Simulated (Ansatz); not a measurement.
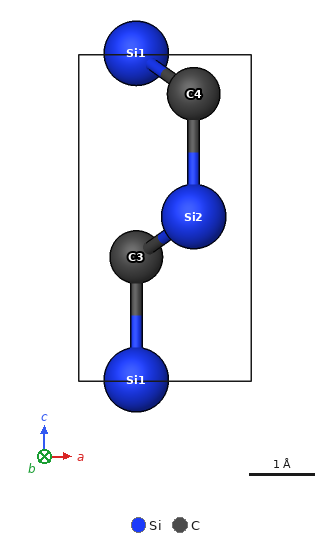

Fig. 1: The structure (ball-and-stick view of the cell of the calculation, along the b axis; atoms are numbered from 1 in the order of the input). An atom can appear more than once, as a periodic image. Near neighbours in the periodic cell (some may lie outside the picture): Si has 4 C at 1.88 to 1.90 Å; C has 4 Si at 1.88 to 1.90 Å.

## SiC: a changed input and its effect

System: SiC (4 atoms in the cell).
Method of run 1: DFT, r2SCAN, plane waves, PAW, spin-polarised (Ansatz 0.2.0).

The structure derives from an entry of the Crystallography Open Database. Text and figures count atoms from 1; the logs count them from 0 in places.

Input file, run 1:
```yaml
crystal:
  lattice:
    - [3.075527879769, 0.0, 0.0]
    - [-1.537763939884, 2.663485273927, 0.0]
    - [0.0, 0.0, 5.0473895487]
  atoms:
    - { symbol: Si, position: [0.3333333333333, 0.6666666666667, 0.0045711878] }
    - { symbol: Si, position: [0.6666666666667, 0.3333333333333, 0.5045711878] }
    - { symbol: C, position: [0.3333333333333, 0.6666666666667, 0.3804288122] }
    - { symbol: C, position: [0.6666666666667, 0.3333333333333, 0.8804288122] }
basis:
  ecutwfc: 500
  ecutrho_ratio: 4
kpoints:
  mp_grid: { grid: [8, 8, 6] }
hamiltonian:
  xc: r2scan
scf:
  occupations: { method: gaussian, width: 0.05 }
output:
  forces: true
  stress: true
magnetization:
  spin_polarized: true
```

Launched with:
```bash
ansatz run input.yaml --threads 4 --pin off --max-ram 7168MiB --backend cpu --events-out ev --progress --plain --runs-dir out
```

Hardware: 4 threads of Arm Neoverse V2, 24 GiB of memory available, shared host.

Output, shortened to warnings, some set-up lines, iterations and results (run 1):
```
Basis set: ecut = 500 eV, 1099 PW (Γ), exchange–correlation on 96×96×160 points (64 copies of the dense FFT grid, shifted against one another)
Symmetry: 12 space group operations
k-points: 40 of 384 (time reversal used)
Initial density: superposition of atomic densities (chi_scale 0.1, normalization cell, long waves kept (reshape's long-wave potential 0.00 eV rms))
[...]
SCF iter   1: F=—  HF=-1784.758479 eV  |F-HF|=—  |Δ(HF+E_count)|=         —  Δρ=6.74e-2 (↑6.74e-2 ↓6.74e-2)  dr2=9.15e0  dr2_τ=2.72e-1  dr2_m=0.00e0  M=0.000 μB ∫|m|=0.000 μB …
SCF iter   2: F=—  HF=-1782.654667 eV  |F-HF|=—  |Δ(HF+E_count)|=    2.10e0  Δρ=2.87e-2 (↑2.87e-2 ↓2.87e-2)  dr2=1.38e0  dr2_τ=3.34e-2  dr2_m=0.00e0  M=0.000 μB ∫|m|=0.000 μB …
SCF iter   3: F=—  HF=-1782.592996 eV  |F-HF|=—  |Δ(HF+E_count)|=   6.17e-2  Δρ=1.17e-2 (↑1.17e-2 ↓1.17e-2)  dr2=1.19e-1  dr2_τ=1.02e-3  dr2_m=1.95e-5  M=0.015 μB ∫|m|=0.015 …
SCF iter   4: F=—  HF=-1782.614623 eV  |F-HF|=—  |Δ(HF+E_count)|=         —  Δρ=1.17e-2 (↑1.17e-2 ↓1.17e-2)  dr2=1.22e-1  dr2_τ=1.06e-3  dr2_m=1.70e-5  M=0.000 μB ∫|m|=0.002 …
SCF iter   5: F=—  HF=-1782.635682 eV  |F-HF|=—  |Δ(HF+E_count)|=         —  Δρ=7.30e-3 (↑7.30e-3 ↓7.30e-3)  dr2=4.45e-2  dr2_τ=2.85e-4  dr2_m=0.00e0  M=0.000 μB ∫|m|=0.000 …
SCF iter   6: F=—  HF=-1782.644491 eV  |F-HF|=—  |Δ(HF+E_count)|=   8.81e-3  Δρ=4.50e-3 (↑4.50e-3 ↓4.50e-3)  dr2=1.65e-2  dr2_τ=1.04e-4  dr2_m=0.00e0  M=0.000 μB ∫|m|=0.000 …
SCF iter   7: F=—  HF=-1782.650798 eV  |F-HF|=—  |Δ(HF+E_count)|=   6.31e-3  Δρ=1.51e-4 (↑1.51e-4 ↓1.51e-4)  dr2=1.92e-5  dr2_τ=1.95e-7  dr2_m=0.00e0  M=0.000 μB ∫|m|=0.000 …
SCF iter   8: F=—  HF=-1782.650819 eV  |F-HF|=—  |Δ(HF+E_count)|=   2.06e-5  Δρ=5.15e-5 (↑5.15e-5 ↓5.15e-5)  dr2=4.14e-6  dr2_τ=1.44e-7  dr2_m=0.00e0  M=0.000 μB ∫|m|=0.000 …
SCF iter   9: F=—  HF=-1782.650818 eV  |F-HF|=—  |Δ(HF+E_count)|=   9.72e-7  Δρ=1.43e-5 (↑1.43e-5 ↓1.43e-5)  dr2=1.87e-7  dr2_τ=4.54e-9  dr2_m=0.00e0  M=0.000 μB ∫|m|=0.000 …
SCF iter  10: F=-1782.650818 eV  HF=-1782.650818 eV  |F-HF|=6.09e-9  |Δ(HF+E_count)|=   9.97e-8  Δρ=2.95e-6 (↑2.95e-6 ↓2.95e-6)  dr2=5.58e-9  dr2_τ=5.26e-11  dr2_m=0.00e0  …
SCF 1 converged in 10 iterations: F = -1782.650818 eV  dr2 = 5.58e-9
SCF converged after 10 iterations
Magnetization: 0.0000 μB (8.0000 up, 8.0000 down)
Absolute magnetization: 0.0000 μB (∫|ρ↑−ρ↓|)
Spin contamination: 0.0000 ħ² per cell (⟨S²⟩ above its minimum at these occupations)
Per-site moments (μB) at R_I (Å): [(0.0, 0.7767253912511094), (0.0, 0.7767253912511093), (0.0, 0.7767253912511093), (0.0, 0.7767253912511094)]
Free energy (F): -1782.650818 eV
Harris-Foulkes:  -1782.650818 eV  (|F-HF|=6.09e-9)
Internal energy: -1782.650818 eV  (E = F + TS)
E sigma→0 (E₀):  -1782.650818 eV
Fermi energy:    10.980457 eV
--- Per-component energies (eV) ---
  E_band       = 51.185219
  E_kinetic    = 272.236359
  E_local      = -208.972671  (includes V_loc(G=0)·N_el)
  E_nonlocal   = 100.680502
  E_hartree    = 65.877143
  E_xc         = -202.784988
  E_vxc        = -237.380042  (∫ρ·V_xc dr)
  E_paw        = -1240.570046  (= ΣΔE_a)
  E_vpaw       = -18.274980  (= ΣTr[D̂ρ^β])
  E_aug_tail   = 0.000016  (compensation charges beyond the density's cutoff)
  E_vtau       = 11.142290  (kinetic-family band-sum trace: ∫τ·v_τ [+ j·A + Jᵃ·Aᵃ] dr)
  E_ewald      = -568.914719
  E_core_change = -0.202413  (= ΣΔE_core)
  E_smearing   = -0.000000  (= −TS)
  E_closure    = -0.000000  (closes the sum)
  Σ components = -1782.650818   (vs F -1782.650818, Δ=0.00e0)
--- Forces (eV/Å), atoms counted from 1 ---
  atom   1  Si     0.00000000    -0.00000000     0.00240542
  atom   2  Si    -0.00000000     0.00000000     0.00240542
  atom   3  C      0.00000000    -0.00000000    -0.00241100
  atom   4  C     -0.00000000     0.00000000    -0.00241100
  max |Σ_I F_I| component: 1.12e-5 eV/Å
--- Stress (GPa, compression-positive) ---
       -0.020706       0.000000       0.000000
        0.000000      -0.020706      -0.000000
        0.000000      -0.000000       0.065151
  P = ⅓ Tr σ = 0.0079 GPa (0.079 kbar)
```

The input of run 2 differs as follows (lines with − go, lines with + come):
```diff
+  max_iter: 80
+  initial_magnetization: 1
```

What does this change do to the results?

The energy is the same within 0.01 meV per atom. The SCF takes 17 iterations against 10.

Output, shortened to warnings, some set-up lines, iterations and results (run 2):
```
WARN: the starting moments were not kept: the SCF closed with an absolute magnetisation of 2.1e-6 μB, where they sum to 1 μB in size (4 sites). That is at most 0.1 of that sum. Measured as dr2_m measures the in/out step, that magnetisation stands 4.6e-13 eV from none, at or under the dr2_threshold of 1.0e-7 eV: it is no larger than a step whose dr2_m would equal this threshold. The system may …
Basis set: ecut = 500 eV, 1099 PW (Γ), exchange–correlation on 96×96×160 points (64 copies of the dense FFT grid, shifted against one another)
Symmetry: 12 space group operations
k-points: 40 of 384 (time reversal used)
Initial density: superposition of atomic densities (chi_scale 0.1, normalization cell)
[...]
SCF iter   1: F=—  HF=-1782.347651 eV  |F-HF|=—  |Δ(HF+E_count)|=         —  Δρ=6.59e-2 (↑6.59e-2 ↓6.26e-2)  dr2=8.24e0  dr2_τ=2.43e-1  dr2_m=5.37e-3  M=1.000 μB ∫|m|=1.000 …
SCF iter   2: F=—  HF=-1783.659728 eV  |F-HF|=—  |Δ(HF+E_count)|=         —  Δρ=5.72e-2 (↑4.63e-2 ↓5.72e-2)  dr2=5.18e0  dr2_τ=1.54e-2  dr2_m=6.58e-2  M=0.000 μB ∫|m|=0.078 …
SCF iter   3: F=—  HF=-1782.557879 eV  |F-HF|=—  |Δ(HF+E_count)|=    1.10e0  Δρ=2.83e-2 (↑2.22e-2 ↓2.83e-2)  dr2=9.09e-1  dr2_τ=1.66e-2  dr2_m=3.59e-2  M=0.000 μB ∫|m|=0.052 …
SCF iter   4: F=—  HF=-1782.579848 eV  |F-HF|=—  |Δ(HF+E_count)|=   2.20e-2  Δρ=1.40e-2 (↑1.40e-2 ↓1.29e-2)  dr2=1.16e-1  dr2_τ=4.07e-3  dr2_m=1.79e-2  M=0.000 μB ∫|m|=0.038 …
SCF iter   5: F=—  HF=-1782.635029 eV  |F-HF|=—  |Δ(HF+E_count)|=   5.52e-2  Δρ=5.18e-3 (↑5.18e-3 ↓4.41e-3)  dr2=9.10e-4  dr2_τ=2.88e-5  dr2_m=8.44e-3  M=0.000 μB ∫|m|=0.028 …
[... 8 lines ...]
SCF iter  14: F=—  HF=-1782.650818 eV  |F-HF|=—  |Δ(HF+E_count)|=   4.40e-8  Δρ=1.40e-6 (↑1.35e-6 ↓1.40e-6)  dr2=4.21e-10  dr2_τ=5.36e-12  dr2_m=6.20e-10  M=0.000 μB …
SCF iter  15: F=—  HF=-1782.650818 eV  |F-HF|=—  |Δ(HF+E_count)|=   2.89e-9  Δρ=4.38e-7 (↑4.38e-7 ↓3.99e-7)  dr2=8.16e-12  dr2_τ=1.02e-12  dr2_m=6.43e-11  M=0.000 μB …
SCF iter  16: F=—  HF=-1782.650818 eV  |F-HF|=—  |Δ(HF+E_count)|=  1.78e-10  Δρ=2.35e-7 (↑1.93e-7 ↓2.35e-7)  dr2=3.90e-12  dr2_τ=2.71e-13  dr2_m=1.68e-11  M=0.000 μB …
SCF iter  17: F=-1782.650818 eV  HF=-1782.650818 eV  |F-HF|=2.73e-12  |Δ(HF+E_count)|=  6.80e-11  Δρ=6.73e-8 (↑6.09e-8 ↓6.73e-8)  dr2=5.45e-13  dr2_τ=1.58e-14  dr2_m=1.45e-12 …
SCF 1 converged in 17 iterations: F = -1782.650818 eV  dr2 = 5.45e-13
WARN: the starting moments were not kept: the SCF closed with an absolute magnetisation of 2.1e-6 μB, where they sum to 1 μB in size (4 sites). That is at most 0.1 of that sum. Measured as dr2_m measures the in/out step, that magnetisation stands 4.6e-13 eV from none, at or under the dr2_threshold …
this state was not tested for a lower state beside it, because the mixer in use, unlike msr1, does not test its closes by its own steps (another_mixer; see scf.mixing.algorithm and scf.lower_state_search)
SCF converged after 17 iterations
Magnetization: 0.0000 μB (8.0000 up, 8.0000 down)
Absolute magnetization: 0.0000 μB (∫|ρ↑−ρ↓|, with the PAW one-centre terms)
Spin contamination: 0.0000 ħ² per cell (⟨S²⟩ above its minimum at these occupations)
Per-site moments (μB) at R_I (Å): [(-4.2590437692824614e-8, 0.7767253912511094), (-4.259043772808751e-8, 0.7767253912511093), (2.0929602240039327e-7, 0.7767253912511093), (2.0929602237249616e-7, 0.7767253912511094)]
Free energy (F): -1782.650818 eV
Harris-Foulkes:  -1782.650818 eV  (|F-HF|=2.73e-12)
Internal energy: -1782.650818 eV  (E = F + TS)
E sigma→0 (E₀):  -1782.650818 eV
Fermi energy:    10.980475 eV
--- Per-component energies (eV) ---
  E_band       = 51.185498
  E_kinetic    = 272.236073
[...]
```

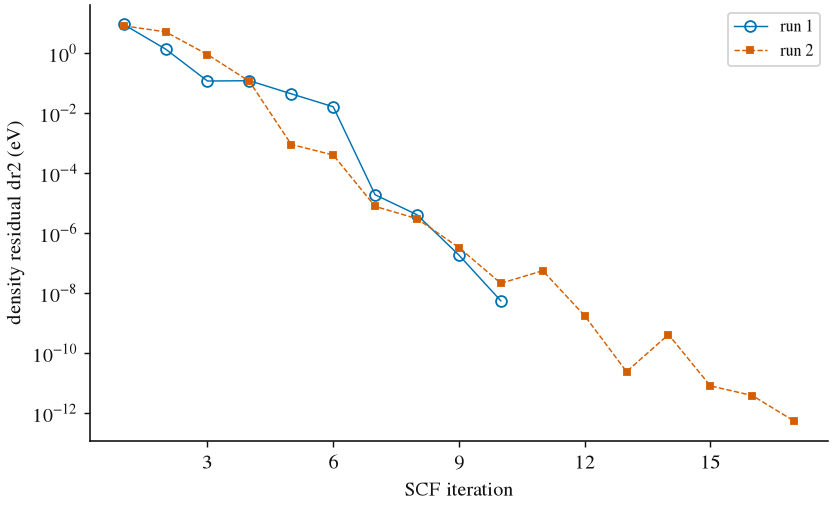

Fig. 2: Convergence of the two runs: density residual dr2 against the SCF iteration. Run 1 takes 10 iterations in all, and run 2 takes 17.

The two runs side by side:

```tsv
quantity	run 1	run 2
outcome	converged	converged
free energy per atom (eV)	−445.6627	−445.6627
net moment of the cell (μB)	0.00	0.00
absolute moment of the cell (μB)	0.00	0.00
pressure (GPa)	0.01	0.01
largest force (eV/Å)	0.002	0.002
SCF iterations	10	17
irreducible k-points	40	40
plane waves at Γ	1099	1099
wall time (shared host)	2 s	4.6 s
```

For run 1: Warnings: spin is on but no starting moments are given. For run 2: The input was spoiled on purpose: an impossible spin (`magnetization`). It did no harm here: the run converged to the energy of the sound run within 1 meV per atom. Warnings: some starting moments were not kept; the state was not tested for a lower one.
